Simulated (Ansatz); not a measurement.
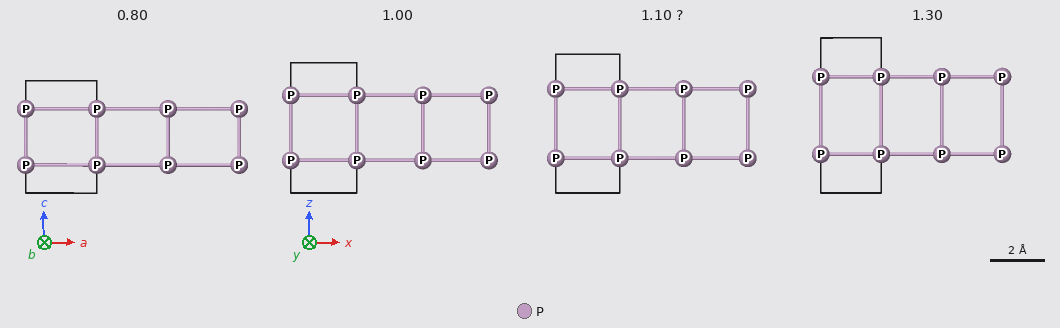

Energy scan for a crystal of P (P4/mmm), in which the ratio of the cell's length along z to its lengths across, counted as 1 for the reference, is changed at fixed volume (a c/a path), with the atoms kept at their fractional coordinates. x, y and z are the Cartesian axes of the input. The picture is a ball-and-stick view of the cell of the calculation, repeated 3 × 4 × 1 with one cell outlined, seen along the b axis.

Computed with Ansatz, DFT PBE, scalar-relativistic, plane waves, PAW. Settings: plane-wave cutoff 420 eV; k-point mesh 26 × 26 × 14; occupations gaussian; smearing width 0.15 eV; no spin polarisation. Energies (free energies at the smearing named) are counted from the relaxed crystal.

| axial ratio over its reference value | energy change (meV/atom) |
| --- | --- |
| 0.80 | 485 |
| 0.85 | 250 |
| 0.92 | 69 |
| 0.96 | 20 |
| 1.00 | 0 |
| 1.05 | 4 |
| 1.10 | ? |
| 1.20 | 156 |
| 1.30 | 298 |

**Estimate the missing energy from the other rows, and compare with the calculation.**

A straight line between the two neighbours gives 55 meV/atom. A cubic through the four nearest rows (1.00, 1.05, 1.20, 1.30) gives, with Lagrange weights, (−0.3333)(0) + (1.0667)(4) + (0.3333)(156) + (−0.0667)(298) = 36 meV/atom. The calculation gives 36 meV/atom, so the cubic is right to the digits shown and the straight line 19 meV/atom too high, as the curve bends upwards here.

The whole profile:

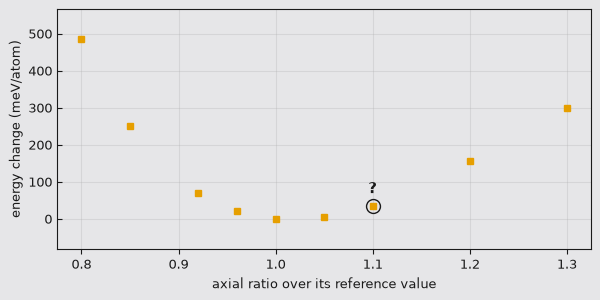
